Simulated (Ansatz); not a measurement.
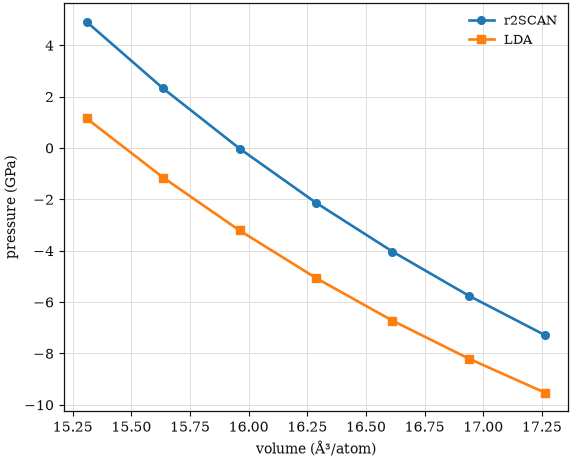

How it was computed, with Ansatz 0.2.0: plane-wave DFT, no spin polarisation; energies at scaled volumes of the given cell, shape and fractions fixed, counted from the fit's minimum, third-order Birch-Murnaghan fit. All runs: no spin polarisation.

k mesh 9×6×6; occupations Fermi–Dirac; smearing width 0.05 eV; potentials Ansatz PAW.

Pressure against volume, with one curve for each functional, for TiAl₃ (space group Pmm2).

Settings that differ: r2SCAN: density cutoff 2000 eV, wave cutoff 500 eV; LDA: density cutoff 1680 eV, wave cutoff 420 eV.

The fitted equilibrium volumes, smallest first, are LDA 15.468, r2SCAN 15.958 Å³/atom. The fitted bulk moduli, smallest first, are r2SCAN 108.8, LDA 109.4 GPa. For r2SCAN, the pressure falls from 4.91 GPa at volume 15.31 Å³/atom to −7.29 GPa at 17.26 Å³/atom, and changes sign near 15.96 Å³/atom. For LDA, the pressure falls from 1.15 GPa at volume 15.31 Å³/atom to −9.53 GPa at 17.26 Å³/atom, and changes sign near 15.47 Å³/atom.

Note: shape and atomic fractions are frozen while scaling, which makes layered, chain and framework solids too stiff.
